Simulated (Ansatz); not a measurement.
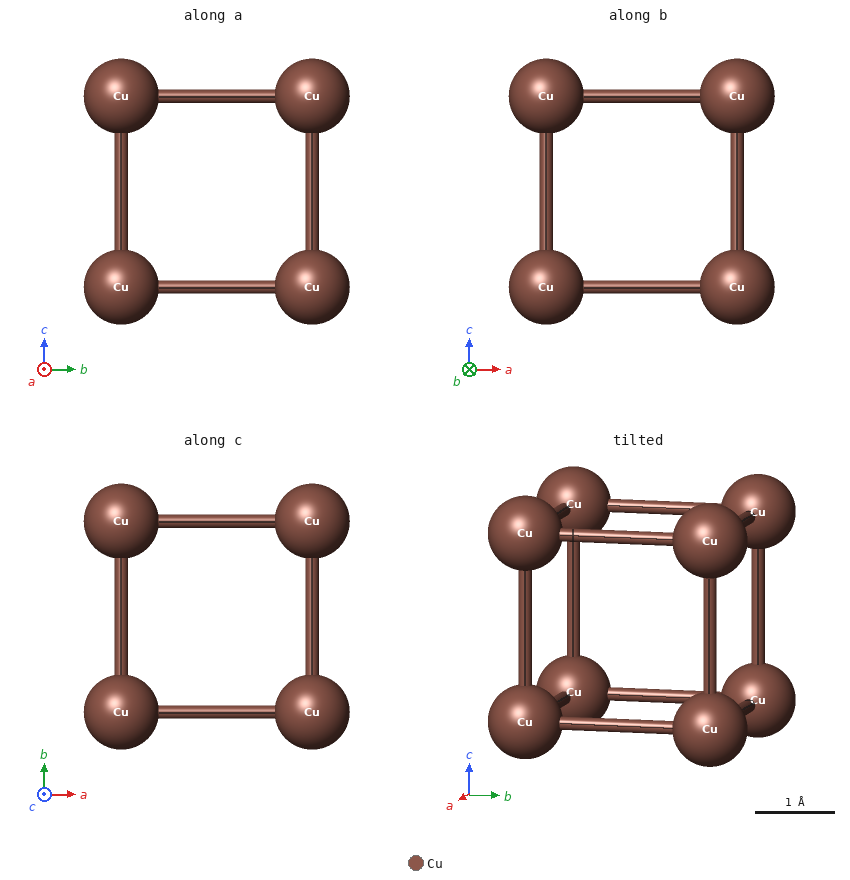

Crystal structure, ball-and-stick style, seen along the a axis, along the b axis, along the c axis and slightly off an axis. Atoms at the boundary of the conventional unit cell (the box) are drawn once for each face, edge or corner they touch.

Lattice parameters: a = 2.430 Å, b = 2.430 Å, c = 2.430 Å, α = 90.00°, β = 90.00°, γ = 90.00°. Put a along x and b in the xy plane.

Turn the picture into a POSCAR file.

```
Cu
1.0
     2.430    0.000    0.000
     0.000    2.430    0.000
     0.000    0.000    2.430
Cu
1
Direct
  0.0000 0.0000 0.0000
```

Provenance: a structure type filled with this element by a generator (whether the element takes this form wasn't checked). The geometry was optimised with DFT, revPBE, plane waves (420 eV) with PAW, scalar-relativistic (Ansatz 0.2.0).
